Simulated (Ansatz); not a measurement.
System: Si₂W, space group I4/mmm (No. 139).

Structure:
```cif
data_structure
_symmetry_space_group_name_H-M 'P 1'
_symmetry_Int_Tables_number 1
_cell_length_a 4.5478
_cell_length_b 4.5478
_cell_length_c 4.5478
_cell_angle_alpha 138.641
_cell_angle_beta 138.641
_cell_angle_gamma 59.923
_cell_volume 40.65
loop_
_atom_site_label
_atom_site_type_symbol
_atom_site_fract_x
_atom_site_fract_y
_atom_site_fract_z
_atom_site_occupancy
Si1 Si 0.33300 0.33300 0.00000 1
Si2 Si 0.66700 0.66700 0.00000 1
W1 W 0.00000 0.00000 0.00000 1
```

Input of one of the runs behind the figure:
```
crystal:
  lattice:
    - [-1.606, 1.606, 3.94]
    - [1.606, -1.606, 3.94]
    - [1.606, 1.606, -3.94]
  atoms:
    - { symbol: Si, position: [0.333, 0.333, 0.0] }
    - { symbol: Si, position: [0.667, 0.667, 0.0] }
    - { symbol: W, position: [0.0, 0.0, 0.0] }
kpoints:
  mp_grid: { grid: [18, 18, 18] }
  band_path:
    path:
      - [0.0, 0.0, 0.0]
      - [0.0, 0.0, 0.5]
      - [0.25, 0.25, 0.25]
      - [0.0, 0.5, 0.0]
      - [0.0, 0.0, 0.0]
      - [0.5, 0.5, -0.5]
      - [0.2915373367, 0.7084626633, -0.2915373367]
      - [-0.2915373367, 0.2915373367, 0.2915373367]
      - [0.0, 0.0, 0.0]
    npoints: 14
scf:
  occupations: { method: fermi_dirac, width: 0.03 }
hamiltonian:
  xc: pbesol
  pseudopotentials: { kind: paw }
output:
  forces: true
  stress: true
  eigenvalues: true
  efg: { contact_densities: true }
  populations: true
  bader: true
  dos: { projected: true, de: 0.2, e_range: [-14, 8] }
  write_density: true
  write_potential: true
  elf: true
  volumetric_format: npy
```

Command:
```bash
ansatz run input.yaml --threads 1 --pin off --max-ram 4096MiB --backend cpu --events-out ev --progress --plain --runs-dir out
```

How it was computed, with Ansatz 0.2.0: periodic Kohn-Sham DFT of a crystal at fixed atoms, scaled to the stated factor times the given cell; pressure positive in compression. Level: PBEsol.

```tsv
setting	value
method	frozen-core PAW
relativity	scalar
k mesh	18×18×18
occupations	Fermi–Dirac
smearing width	0.03 eV
wave cutoff	420 eV
PAW set	soft_2
```

V(given) is 13.55 Å³/atom.

What does the calculation give for the pressure against V/V(given)? The V/V(given) takes the values 0.94, 0.98, 1.00, 1.01, 1.04.

The pressure falls from 12.1 GPa at V/V(given) 0.94 to −11.4 GPa at 1.04, and changes sign near 0.98. The volume at zero pressure from a fit of the pressures is 13.3 Å³/atom. The bulk modulus from that fit is 237 GPa.

```csv
V/V(given),pressure (GPa)
0.94,12.1
0.98,1.1
1.00,-3.5
1.01,-5.7
1.04,-11.4
```

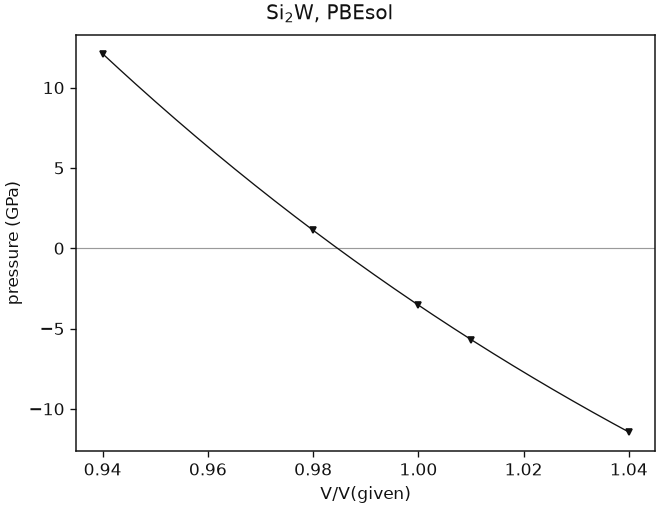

Note: PAW files made with PBE; field gradient without spin-orbit coupling on heavy atoms; no gap: field gradients move with the k mesh; no spin-orbit coupling on heavy atoms; shape and atomic fractions are frozen while scaling, which makes layered, chain and framework solids too stiff.
